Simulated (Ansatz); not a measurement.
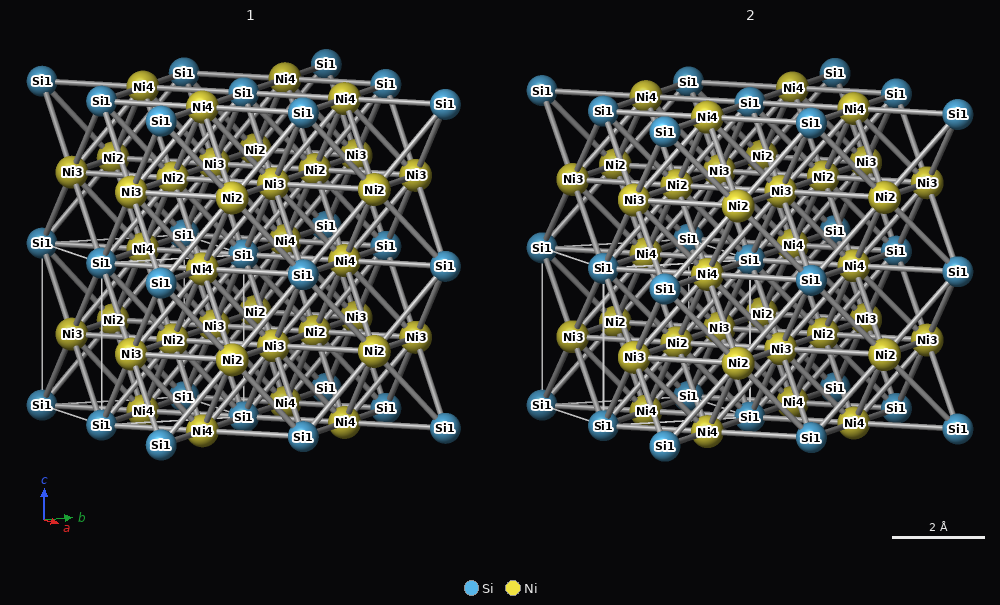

Two geometries of crystalline SiNi3 (set up in Pm-3m): one is the relaxed structure, the other was perturbed away from it. The picture is a ball-and-stick view of the cell of the calculation, repeated 2 × 2 × 2 with one cell outlined, seen slightly off an axis.

Level of theory: DFT PBEsol, scalar-relativistic, plane waves, PAW in Ansatz 0.2.0. Settings: plane-wave cutoff 420 eV; k-point mesh 16 × 16 × 16; occupations gaussian; smearing width 0.1 eV; no spin polarisation.

Question: Which one is perturbed?

Answer: Structure 1 is the perturbed one. Biaxial strain in the a–b plane, −3.0 %, is applied. The c axis and the atoms are relaxed. The drawn cell changes as follows: a = b 3.461 → 3.357 Å (−3.0 %), c 3.461 → 3.564 Å (+3.0 %); the volume changes by −3.1 %. No atom moves by more than 0.005 Å relative to the cell. Among the bonded contacts that change: Ni–Si 2.447 → 2.374 to 2.448 Å, Ni–Ni 2.447 → 2.374 to 2.448 Å. The space group (tolerance 0.01 Å) goes from Pm-3m (No. 221) to P4/mmm (No. 123). The energy rises by 22.9 meV per atom. The pressure goes from 0.0 to 8.5 GPa. The principal stresses (compression positive) are 0.0 GPa along c and 12.8 GPa across it.
